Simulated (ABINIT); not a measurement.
**Pt: geometry relaxation (part 2 of 2)**

Pt (Fm-3m, 1 atom in the cell); Kohn-Sham DFT of a periodic cell, PBE, JTH PAW PBE v2.0, no spin polarisation (ABINIT 10.8.3); cutoff 435.38 eV, 12×12×12 k-mesh, fermi-dirac of 0.05 eV. The structure derives from an entry of the Crystallography Open Database.

Geometry of the input (Å; fractional positions):
```
0.0000  1.9609  1.9609
1.9609  0.0000  1.9609
1.9609  1.9609  0.0000
Pt 0.0000  0.0000  0.0000
```

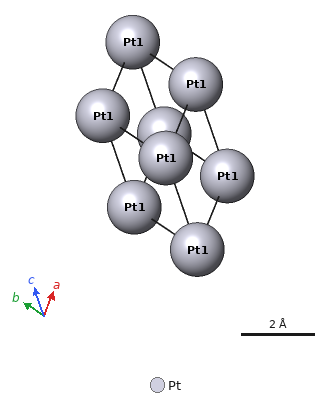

**Figure 1.** The geometry at step 2 of the log (spheres-only view of the cell of the calculation, seen at an oblique angle; atoms are numbered from 1 in the order of the input).

## What the program printed, continued
```
--- !ResultsGS
iteration_state: {dtset: 1, itime: 2, icycle: 1, }
comment   : Summary of ground state results
lattice_vectors:
- [  0.0000000,   3.6347429,   3.6347429, ]
- [  3.6347429,   0.0000000,   3.6347429, ]
- [  3.6347429,   3.6347429,   0.0000000, ]
lattice_lengths: [   5.14030,    5.14030,    5.14030, ]
lattice_angles: [ 60.000,  60.000,  60.000, ] # degrees, (23, 13, 12)
lattice_volume:   9.6039764E+01
convergence: {deltae: -4.401E-11, res2:  1.121E-10, residm:  1.501E-06, diffor: null, }
etotal    :  -2.70168781E+01
entropy   :   0.00000000E+00
fermie    :   3.80707943E-01
cartesian_stress_tensor: # hartree/bohr^3
- [ -1.08770015E-03,   0.00000000E+00,   0.00000000E+00, ]
- [  0.00000000E+00,  -1.08770015E-03,   0.00000000E+00, ]
- [  0.00000000E+00,   0.00000000E+00,  -1.08770015E-03, ]
pressure_GPa:   3.2001E+01
xred      :
- [  0.0000E+00,   0.0000E+00,   0.0000E+00, Pt]
cartesian_forces: # hartree/bohr
- [ -0.00000000E+00,  -0.00000000E+00,  -0.00000000E+00, ]
force_length_stats: {min:   0.00000000E+00, max:   0.00000000E+00, mean:   0.00000000E+00, }
...

 Integrated electronic density in atomic spheres:
 ------------------------------------------------
 Atom  Sphere_radius  Integrated_density
    1        2.51622          8.76341104

---OUTPUT-----------------------------------------------------------------------

 Cartesian coordinates (xcart) [bohr]
  0.00000000000000E+00  0.00000000000000E+00  0.00000000000000E+00
 Reduced coordinates (xred)
  0.00000000000000E+00  0.00000000000000E+00  0.00000000000000E+00
 Cartesian forces (fcart) [Ha/bohr]; max,rms= 0.00000E+00 0.00000E+00 (free atoms)
 -0.00000000000000E+00 -0.00000000000000E+00 -0.00000000000000E+00
 Gradient of E wrt nuclear positions in reduced coordinates (gred)
  0.00000000000000E+00  0.00000000000000E+00  0.00000000000000E+00
 Scale of Primitive Cell (acell) [bohr]
  5.14030269996091E+00  5.14030269996091E+00  5.14030269996091E+00
 Real space primitive translations (rprimd) [bohr]
  0.00000000000000E+00  3.63474289649388E+00  3.63474289649388E+00
  3.63474289649388E+00  0.00000000000000E+00  3.63474289649388E+00
  3.63474289649388E+00  3.63474289649388E+00  0.00000000000000E+00
 Unitary Cell Volume (ucvol) [Bohr^3]=  9.60397641928070E+01
 Angles (23,13,12)= [degrees]
  6.00000000000000E+01  6.00000000000000E+01  6.00000000000000E+01
 Lengths [Bohr]
  5.14030269996091E+00  5.14030269996091E+00  5.14030269996091E+00
 Stress tensor in cartesian coordinates (strten) [Ha/bohr^3]
 -1.08770015187126E-03  0.00000000000000E+00  0.00000000000000E+00
  0.00000000000000E+00 -1.08770015187126E-03  0.00000000000000E+00
  0.00000000000000E+00  0.00000000000000E+00 -1.08770015187129E-03
 Total energy (etotal) [Ha]= -2.70168781216227E+01

 Difference of energy with previous step (new-old):
           Absolute (Ha)= 4.08980E-03
           Relative     = 1.51368E-04

--- Iteration: ( 3/60) Internal Cycle: (1/1)
--------------------------------------------------------------------------------

---SELF-CONSISTENT-FIELD CONVERGENCE--------------------------------------------

--- !BeginCycle
iteration_state: {dtset: 1, itime: 3, icycle: 1, }
solver: {iscf: 17, nstep: 100, nline: 4, wfoptalg: 10, }
tolerances: {tolvrs: 1.00E-09, }
...

     iter   Etot(hartree)      deltaE(h)  residm     nres2
 ETOT  1  -27.017395109119    -2.702E+01 3.709E-05 1.016E-02
 ETOT  2  -27.017420911367    -2.580E-05 5.505E-06 5.054E-04
 ETOT  3  -27.017418790779     2.121E-06 5.702E-07 3.415E-05
 ETOT  4  -27.017418943430    -1.527E-07 7.574E-07 1.249E-05
 ETOT  5  -27.017418931859     1.157E-08 4.878E-07 3.158E-06
 ETOT  6  -27.017418926278     5.581E-09 5.745E-07 5.789E-07
 ETOT  7  -27.017418927572    -1.293E-09 3.012E-07 1.896E-07
 ETOT  8  -27.017418926960     6.114E-10 4.252E-07 4.617E-10

 At SCF step    8       nres2   =  4.62E-10 < tolvrs=  1.00E-09 =>converged.

 Cartesian components of stress tensor (hartree/bohr^3)
  sigma(1 1)= -1.01380523E-03  sigma(3 2)=  0.00000000E+00
  sigma(2 2)= -1.01380523E-03  sigma(3 1)=  0.00000000E+00
  sigma(3 3)= -1.01380523E-03  sigma(2 1)=  0.00000000E+00

--- !ResultsGS
iteration_state: {dtset: 1, itime: 3, icycle: 1, }
comment   : Summary of ground state results
lattice_vectors:
- [  0.0000000,   3.6412260,   3.6412260, ]
- [  3.6412260,   0.0000000,   3.6412260, ]
- [  3.6412260,   3.6412260,   0.0000000, ]
lattice_lengths: [   5.14947,    5.14947,    5.14947, ]
lattice_angles: [ 60.000,  60.000,  60.000, ] # degrees, (23, 13, 12)
lattice_volume:   9.6554584E+01
convergence: {deltae:  6.114E-10, res2:  4.617E-10, residm:  4.252E-07, diffor: null, }
etotal    :  -2.70174189E+01
entropy   :   0.00000000E+00
fermie    :   3.77141070E-01
cartesian_stress_tensor: # hartree/bohr^3
- [ -1.01380523E-03,   0.00000000E+00,   0.00000000E+00, ]
- [  0.00000000E+00,  -1.01380523E-03,   0.00000000E+00, ]
- [  0.00000000E+00,   0.00000000E+00,  -1.01380523E-03, ]
pressure_GPa:   2.9827E+01
xred      :
- [  0.0000E+00,   0.0000E+00,   0.0000E+00, Pt]
cartesian_forces: # hartree/bohr
- [ -0.00000000E+00,  -0.00000000E+00,  -0.00000000E+00, ]
force_length_stats: {min:   0.00000000E+00, max:   0.00000000E+00, mean:   0.00000000E+00, }
...

 Integrated electronic density in atomic spheres:
 ------------------------------------------------
 Atom  Sphere_radius  Integrated_density
    1        2.51622          8.74099931

---OUTPUT-----------------------------------------------------------------------

 Cartesian coordinates (xcart) [bohr]
  0.00000000000000E+00  0.00000000000000E+00  0.00000000000000E+00
 Reduced coordinates (xred)
  0.00000000000000E+00  0.00000000000000E+00  0.00000000000000E+00
 Cartesian forces (fcart) [Ha/bohr]; max,rms= 0.00000E+00 0.00000E+00 (free atoms)
 -0.00000000000000E+00 -0.00000000000000E+00 -0.00000000000000E+00
 Gradient of E wrt nuclear positions in reduced coordinates (gred)
  0.00000000000000E+00  0.00000000000000E+00  0.00000000000000E+00
 Scale of Primitive Cell (acell) [bohr]
  5.14947118491360E+00  5.14947118491360E+00  5.14947118491360E+00
 Real space primitive translations (rprimd) [bohr]
  0.00000000000000E+00  3.64122599437713E+00  3.64122599437713E+00
  3.64122599437713E+00  0.00000000000000E+00  3.64122599437713E+00
  3.64122599437713E+00  3.64122599437713E+00  0.00000000000000E+00
 Unitary Cell Volume (ucvol) [Bohr^3]=  9.65545844411599E+01
 Angles (23,13,12)= [degrees]
  6.00000000000000E+01  6.00000000000000E+01  6.00000000000000E+01
 Lengths [Bohr]
  5.14947118491360E+00  5.14947118491360E+00  5.14947118491360E+00
 Stress tensor in cartesian coordinates (strten) [Ha/bohr^3]
 -1.01380522535826E-03  0.00000000000000E+00  0.00000000000000E+00
  0.00000000000000E+00 -1.01380522535826E-03  0.00000000000000E+00
  0.00000000000000E+00  0.00000000000000E+00 -1.01380522535827E-03
 Total energy (etotal) [Ha]= -2.70174189269603E+01

 Difference of energy with previous step (new-old):
           Absolute (Ha)=-5.40805E-04
           Relative     =-2.00171E-05

--- Iteration: ( 4/60) Internal Cycle: (1/1)
--------------------------------------------------------------------------------

---SELF-CONSISTENT-FIELD CONVERGENCE--------------------------------------------

--- !BeginCycle
iteration_state: {dtset: 1, itime: 4, icycle: 1, }
solver: {iscf: 17, nstep: 100, nline: 4, wfoptalg: 10, }
tolerances: {tolvrs: 1.00E-09, }
...

     iter   Etot(hartree)      deltaE(h)  residm     nres2
 ETOT  1  -27.017376899768    -2.702E+01 4.225E-05 6.434E-05
 ETOT  2  -27.017377063697    -1.639E-07 3.273E-07 3.145E-06
 ETOT  3  -27.017377050520     1.318E-08 1.671E-07 2.201E-07
 ETOT  4  -27.017377051402    -8.816E-10 2.208E-07 7.651E-08
 ETOT  5  -27.017377051337     6.462E-11 1.158E-07 1.941E-08
 ETOT  6  -27.017377051303     3.392E-11 1.498E-07 3.605E-09
 ETOT  7  -27.017377051312    -8.544E-12 8.196E-08 1.073E-09
 ETOT  8  -27.017377051309     3.332E-12 1.039E-07 1.035E-11

 At SCF step    8       nres2   =  1.03E-11 < tolvrs=  1.00E-09 =>converged.

 Cartesian components of stress tensor (hartree/bohr^3)
  sigma(1 1)= -1.01952523E-03  sigma(3 2)=  0.00000000E+00
  sigma(2 2)= -1.01952523E-03  sigma(3 1)=  0.00000000E+00
  sigma(3 3)= -1.01952523E-03  sigma(2 1)=  0.00000000E+00

--- !ResultsGS
iteration_state: {dtset: 1, itime: 4, icycle: 1, }
comment   : Summary of ground state results
lattice_vectors:
- [  0.0000000,   3.6407081,   3.6407081, ]
- [  3.6407081,   0.0000000,   3.6407081, ]
- [  3.6407081,   3.6407081,   0.0000000, ]
lattice_lengths: [   5.14874,    5.14874,    5.14874, ]
lattice_angles: [ 60.000,  60.000,  60.000, ] # degrees, (23, 13, 12)
lattice_volume:   9.6513393E+01
convergence: {deltae:  3.332E-12, res2:  1.035E-11, residm:  1.039E-07, diffor: null, }
etotal    :  -2.70173771E+01
entropy   :   0.00000000E+00
fermie    :   3.77422917E-01
cartesian_stress_tensor: # hartree/bohr^3
- [ -1.01952523E-03,   0.00000000E+00,   0.00000000E+00, ]
- [  0.00000000E+00,  -1.01952523E-03,   0.00000000E+00, ]
- [  0.00000000E+00,   0.00000000E+00,  -1.01952523E-03, ]
pressure_GPa:   2.9995E+01
xred      :
- [  0.0000E+00,   0.0000E+00,   0.0000E+00, Pt]
cartesian_forces: # hartree/bohr
- [ -0.00000000E+00,  -0.00000000E+00,  -0.00000000E+00, ]
force_length_stats: {min:   0.00000000E+00, max:   0.00000000E+00, mean:   0.00000000E+00, }
...

 Integrated electronic density in atomic spheres:
 ------------------------------------------------
 Atom  Sphere_radius  Integrated_density
    1        2.51622          8.74059004

---OUTPUT-----------------------------------------------------------------------

 Cartesian coordinates (xcart) [bohr]
  0.00000000000000E+00  0.00000000000000E+00  0.00000000000000E+00
 Reduced coordinates (xred)
  0.00000000000000E+00  0.00000000000000E+00  0.00000000000000E+00
 Cartesian forces (fcart) [Ha/bohr]; max,rms= 0.00000E+00 0.00000E+00 (free atoms)
 -0.00000000000000E+00 -0.00000000000000E+00 -0.00000000000000E+00
 Gradient of E wrt nuclear positions in reduced coordinates (gred)
  0.00000000000000E+00  0.00000000000000E+00  0.00000000000000E+00
 Scale of Primitive Cell (acell) [bohr]
  5.14873880396694E+00  5.14873880396694E+00  5.14873880396694E+00
 Real space primitive translations (rprimd) [bohr]
  0.00000000000000E+00  3.64070812284334E+00  3.64070812284334E+00
  3.64070812284334E+00  0.00000000000000E+00  3.64070812284334E+00
  3.64070812284334E+00  3.64070812284334E+00  0.00000000000000E+00
 Unitary Cell Volume (ucvol) [Bohr^3]=  9.65133930186656E+01
 Angles (23,13,12)= [degrees]
  6.00000000000000E+01  6.00000000000000E+01  6.00000000000000E+01
 Lengths [Bohr]
  5.14873880396694E+00  5.14873880396694E+00  5.14873880396694E+00
 Stress tensor in cartesian coordinates (strten) [Ha/bohr^3]
 -1.01952522989577E-03  0.00000000000000E+00  0.00000000000000E+00
  0.00000000000000E+00 -1.01952522989577E-03  0.00000000000000E+00
  0.00000000000000E+00  0.00000000000000E+00 -1.01952522989576E-03
 Total energy (etotal) [Ha]= -2.70173770513086E+01

 Difference of energy with previous step (new-old):
           Absolute (Ha)= 4.18757E-05
           Relative     = 1.54995E-06

 At Broyd/MD step   4, gradients are converged :
  max grad (force/stress) = 1.5377E-05 < tolmxf= 5.0000E-05 ha/bohr (free atoms)

================================================================================

 ----iterations are completed or convergence reached----

 Mean square residual over all n,k,spin=   22.045E-11; max=  10.394E-08
 reduced coordinates (array xred) for    1 atoms
       0.000000000000      0.000000000000      0.000000000000
 rms dE/dt=  0.0000E+00; max dE/dt=  0.0000E+00; dE/dt below (all hartree)
    1       0.000000000000      0.000000000000      0.000000000000

 cartesian coordinates (angstrom) at end:
    1      0.00000000000000     0.00000000000000     0.00000000000000

 cartesian forces (hartree/bohr) at end:
    1     -0.00000000000000    -0.00000000000000    -0.00000000000000
 frms,max,avg= 0.0000000E+00 0.0000000E+00   0.000E+00  0.000E+00  0.000E+00 h/b

 cartesian forces (eV/Angstrom) at end:
    1     -0.00000000000000    -0.00000000000000    -0.00000000000000
 frms,max,avg= 0.0000000E+00 0.0000000E+00   0.000E+00  0.000E+00  0.000E+00 e/A
 length scales=  5.148738803967  5.148738803967  5.148738803967 bohr
              =  2.724595238103  2.724595238103  2.724595238103 angstroms
 Fermi (or HOMO) energy (hartree) =   0.37742   Average Vxc (hartree)=  -0.46685
 Eigenvalues (hartree) for nkpt=  72  k points:
 kpt#   1, nband=  9, wtk=  0.00058, kpt=  0.0000  0.0000  0.0000 (reduced coord)
  -0.02175    0.22492    0.22492    0.22492    0.31133    0.31133    0.94020    1.13315
   1.13315
      occupation numbers for kpt#   1
   2.00000    2.00000    2.00000    2.00000    2.00000    2.00000    0.00000    0.00000
   0.00000
 prteigrs : prtvol=0 or 1, do not print more k-points.

--- !EnergyTerms
iteration_state     : {dtset: 1, itime: 4, icycle: 1, }
comment             : Components of total free energy in Hartree
kinetic             :  8.28694782481675E+00
hartree             :  1.88789942920690E+00
xc                  : -2.94075769141615E+00
Ewald energy        : -3.14833125824236E+01
psp_core            :  3.30448292975252E+00
local_psp           : -8.49242506661188E+00
PAW spherical_terms :  2.42033887147257E+00
internal            : -2.70168262852028E+01
'-kT*entropy'       : -5.49140687869468E-04
total_energy        : -2.70173754258907E+01
total_energy_eV     : -7.35180238066588E+02
...

--- !EnergyTermsDC
iteration_state     : {dtset: 1, itime: 4, icycle: 1, }
comment             : '"Double-counting" decomposition of free energy'
band_energy         :  2.31593436298008E+00
Ewald energy        : -3.14833125824236E+01
psp_core            :  3.30448292975252E+00
xc_dc               : -1.40837376607999E+00
PAW spherical_terms :  2.54441145150258E-01
internal            : -2.70168279106207E+01
'-kT*entropy'       : -5.49140687869468E-04
total_energy_dc     : -2.70173770513086E+01
total_energy_dc_eV  : -7.35180282296461E+02
...

--- !EnergyTermsWithPAWCore
iteration_state     : {dtset: 1, itime: 4, icycle: 1, }
comment             : 'Components of total free energy, including PAW core contributions'
Total energy        : -1.84137351156812E+04
Total energy DC     : -1.84137351173066E+04
Total energy (eV)   : -5.01063258463984E+05
Total energy DC (eV): -5.01063258508214E+05
...

 Cartesian components of stress tensor (hartree/bohr^3)
  sigma(1 1)= -1.01952523E-03  sigma(3 2)=  0.00000000E+00
  sigma(2 2)= -1.01952523E-03  sigma(3 1)=  0.00000000E+00
  sigma(3 3)= -1.01952523E-03  sigma(2 1)=  0.00000000E+00

-Cartesian components of stress tensor (GPa)         [Pressure=  2.9995E+01 GPa]
- sigma(1 1)= -2.99954679E+01  sigma(3 2)=  0.00000000E+00
- sigma(2 2)= -2.99954679E+01  sigma(3 1)=  0.00000000E+00
- sigma(3 3)= -2.99954679E+01  sigma(2 1)=  0.00000000E+00

== END DATASET(S) ==============================================================
================================================================================

 -outvars: echo values of variables after computation  --------
            acell      5.1487388040E+00  5.1487388040E+00  5.1487388040E+00 Bohr
           etotal     -2.7017377051E+01
            fcart     -0.0000000000E+00 -0.0000000000E+00 -0.0000000000E+00
            rprim      0.0000000000E+00  7.0710678119E-01  7.0710678119E-01
                       7.0710678119E-01  0.0000000000E+00  7.0710678119E-01
                       7.0710678119E-01  7.0710678119E-01  0.0000000000E+00
           strten     -1.0195252299E-03 -1.0195252299E-03 -1.0195252299E-03
                       0.0000000000E+00  0.0000000000E+00  0.0000000000E+00
 Calculation completed.
```

## Trajectory as extended XYZ (Å, eV, eV/Å), 4 frames, from step=0 to step=3
```
1
Lattice="0.0000 1.9609 1.9609 1.9609 0.0000 1.9609 1.9609 1.9609 0.0000" Properties=species:S:1:pos:R:3:forces:R:3 step=0 energy=-735.27800
Pt    0.0000    0.0000    0.0000    0.0000   0.0000   0.0000
1
Lattice="0.0000 1.9234 1.9234 1.9234 0.0000 1.9234 1.9234 1.9234 0.0000" Properties=species:S:1:pos:R:3:forces:R:3 step=1 energy=-735.16671
Pt    0.0000    0.0000    0.0000    0.0000   0.0000   0.0000
1
Lattice="0.0000 1.9269 1.9269 1.9269 0.0000 1.9269 1.9269 1.9269 0.0000" Properties=species:S:1:pos:R:3:forces:R:3 step=2 energy=-735.18142
Pt    0.0000    0.0000    0.0000    0.0000   0.0000   0.0000
1
Lattice="0.0000 1.9266 1.9266 1.9266 0.0000 1.9266 1.9266 1.9266 0.0000" Properties=species:S:1:pos:R:3:forces:R:3 step=3 energy=-735.18028
Pt    0.0000    0.0000    0.0000    0.0000   0.0000   0.0000
```

## Summary

```csv
quantity,value
outcome,converged
space group (tolerance 0.01 Å),Fm-3m (225)
electrons treated,10
free energy,−735.1803 eV
Fermi energy,10.270 eV
gap on the k-point mesh,none (metallic)
pressure,30.00 GPa
final volume,14.30 Å³
largest force (length of the vector) at the end,under 0.001 eV/Å
final cell,"a = 2.725 Å, b = 2.725 Å, c = 2.725 Å, α = 60.00°, β = 60.00°, γ = 60.00°"
wall time,67 s
peak memory,0.1 GiB
```

## Notes

Spin–orbit coupling is left out, which matters for Pt. The cell is under a pressure of 30 GPa at this level, so it is not at its equilibrium volume.
